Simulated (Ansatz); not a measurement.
Input of the run:

```
crystal:
  lattice:
    - [4.3376638219, 0.0, 0.0]
    - [-2.168831911, 4.1761974163, 0.0]
    - [0.0, 0.0, 25.026308957]
  atoms:
    - { symbol: B, position: [0.4097518072, 0.8197173617, 0.2996846244] }
    - { symbol: "N", position: [0.7432655646, 0.8197173617, 0.2996846244] }
    - { symbol: B, position: [0.819610488, 0.6394347235, 0.3397476995] }
    - { symbol: "N", position: [0.1531242455, 0.6394347235, 0.3397476995] }
    - { symbol: B, position: [0.2294691689, 0.4591520852, 0.3798107746] }
    - { symbol: "N", position: [0.5629829263, 0.4591520852, 0.3798107746] }
    - { symbol: B, position: [0.6393278498, 0.2788694469, 0.4198738498] }
    - { symbol: "N", position: [0.9728416072, 0.2788694469, 0.4198738498] }
    - { symbol: B, position: [0.0491865306, 0.0985868087, 0.4599369249] }
    - { symbol: "N", position: [0.3827002881, 0.0985868087, 0.4599369249] }
    - { symbol: B, position: [0.4590452115, 0.9183041704, 0.5] }
    - { symbol: "N", position: [0.7925589689, 0.9183041704, 0.5] }
    - { symbol: B, position: [0.8689038924, 0.7380215321, 0.5400630751] }
    - { symbol: "N", position: [0.2024176498, 0.7380215321, 0.5400630751] }
    - { symbol: B, position: [0.2787625732, 0.5577388939, 0.5801261502] }
    - { symbol: "N", position: [0.6122763307, 0.5577388939, 0.5801261502] }
    - { symbol: B, position: [0.6886212541, 0.3774562556, 0.6201892254] }
    - { symbol: "N", position: [0.0221350115, 0.3774562556, 0.6201892254] }
    - { symbol: B, position: [0.098479935, 0.1971736173, 0.6602523005] }
    - { symbol: "N", position: [0.4319936924, 0.1971736173, 0.6602523005] }
    - { symbol: B, position: [0.5083386158, 0.0168909791, 0.7003153756] }
    - { symbol: "N", position: [0.8418523733, 0.0168909791, 0.7003153756] }
basis:
  ecutwfc: 420
kpoints:
  mp_grid: { grid: [7, 7, 1] }
hamiltonian:
  xc: pbe
  dispersion: d3bj
scf:
  occupations: { method: gaussian, width: 0.05 }
output:
  forces: true
  eigenvalues: true
  write_density: true
  write_potential: true
  elf: true
  volumetric_format: npy
relax:
  adjacent_minimum: "off"
  f_tol: 0.02
  max_steps: 60
efield:
  axis: 3
  dipole_correction: true
  ramp_width: 0.04
```

Run as:
```bash
ansatz run input.yaml --threads 2 --pin off --max-ram 5120MiB --backend cpu --events-out ev --progress --plain --runs-dir out
```

What does the potential across the slab give for the band edges against vacuum?

From the vacuum level at the right face the ionisation potential is 6.94 eV and the electron affinity 3.33 eV; the left face gives the same. The slab's gap, their difference before rounding, is 3.61 eV. The two vacuum levels agree, so the slab has no net dipole along its normal. The outermost atoms are 10.1 Å apart, which leaves 14.9 Å of vacuum in a cell 25.0 Å high.

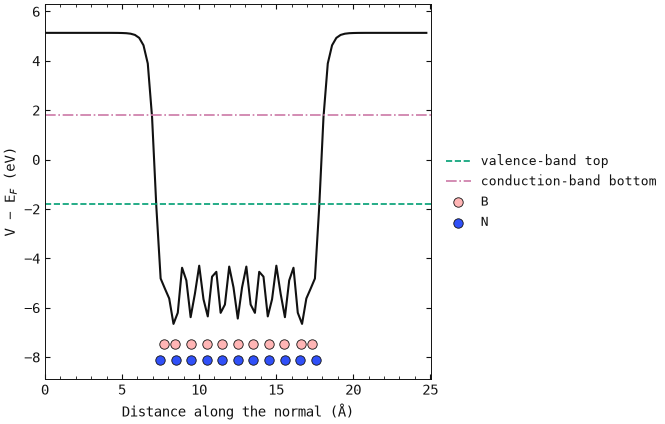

Plane-averaged electrostatic potential energy of an electron across the slab; circles at the bottom mark the heights of the atoms (positions after relaxation).
